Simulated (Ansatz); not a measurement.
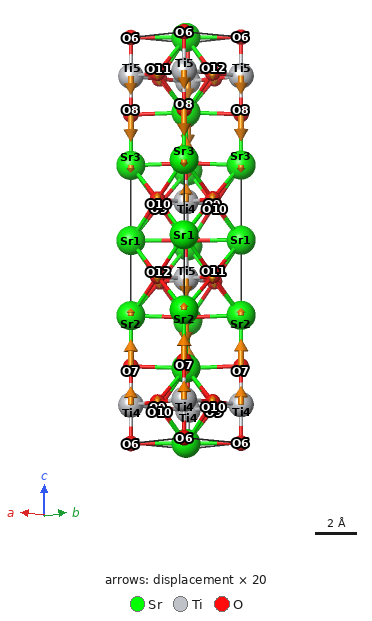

A relaxation of solid Sr₃Ti₂O₇ (set up in I4/mmm) (coarse preliminary run). The starting structure is drawn; orange arrows show the displacements (the part carried along by the change of the cell is left out), 20 times their true length.

The picture is a ball-and-stick view of the conventional cell (2 times the calculation's cell), seen from a free direction. Lengths and directions refer to the drawn axes.

Computed with DFT r2SCAN, scalar-relativistic, plane waves, PAW (Ansatz).

The input:
```yaml
crystal:
  lattice:
    - [-1.9495, 1.9495, 10.199995]
    - [1.9495, -1.9495, 10.199995]
    - [1.9495, 1.9495, -10.199995]
  atoms:
    - { symbol: Sr, position: [0.5, 0.5, 0.0] }
    - { symbol: Sr, position: [0.315, 0.315, 0.0] }
    - { symbol: Sr, position: [0.685, 0.685, 0.0] }
    - { symbol: Ti, position: [0.095, 0.095, 0.0] }
    - { symbol: Ti, position: [0.905, 0.905, 0.0] }
    - { symbol: O, position: [0.0, 0.0, 0.0] }
    - { symbol: O, position: [0.19, 0.19, 0.0] }
    - { symbol: O, position: [0.81, 0.81, 0.0] }
    - { symbol: O, position: [0.595, 0.095, 0.5] }
    - { symbol: O, position: [0.095, 0.595, 0.5] }
    - { symbol: O, position: [0.405, 0.905, 0.5] }
    - { symbol: O, position: [0.905, 0.405, 0.5] }
basis:
  ecutwfc: 500
kpoints:
  mp_grid: { grid: [8, 8, 8] }
hamiltonian:
  xc: r2scan
scf:
  occupations: { method: gaussian, width: 0.1 }
output:
  forces: true
  stress: true
  eigenvalues: true
relax:
  adjacent_minimum: "off"
  f_tol: 0.05
  max_steps: 80
  cell: { stress_tol: 0.5 }
```

Run as
```bash
ansatz run input.yaml --threads 2 --pin off --max-ram 5120MiB --backend cpu --events-out ev --progress --plain --runs-dir out
```

**Atoms of which element are displaced furthest, and by how much?**

Oxygen: up to 0.069 Å, against 0.047 Å for titanium.

**What did the optimiser do to the structure, and how much energy did it gain?**

Over 2 accepted moves (4 points after the start) the energy falls by 91.0 meV per cell of the calculation. Largest force component: 0.9 eV/Å at the start, 0.043 eV/Å at the end. Pressure: 1.00 GPa at the start and −0.01 GPa at the end. The line search rejected the trial step at point 1 of the run. The SCF was repeated once at an unchanged geometry on a basis and grid sized afresh for the cell, which shifted the energy by 0.1 meV per cell of the calculation at most. The largest moves relative to the cell, 0.069 Å, are those of O7 and O8. O8 goes along −c. By element the largest moves are O 0.069 Å, Ti 0.047 Å, Sr 0.019 Å. The drawn cell changes as follows: a = b 3.899 → 3.903 Å (+0.1 %), c 20.400 → 20.346 Å (−0.3 %); the volume changes by −0.1 %. Near-neighbour distances that change, for instance: Sr2–O7 2.550 → 2.493 Å, Ti4–O6 1.938 → 1.980 Å, Sr2–Ti5 3.312 → 3.276 Å, Sr1–Ti4 3.370 → 3.397 Å. Bond angles that change, for instance: Sr3–O7–Sr3 175.8° → 172.1°. The space group stays I4/mmm (No. 139).
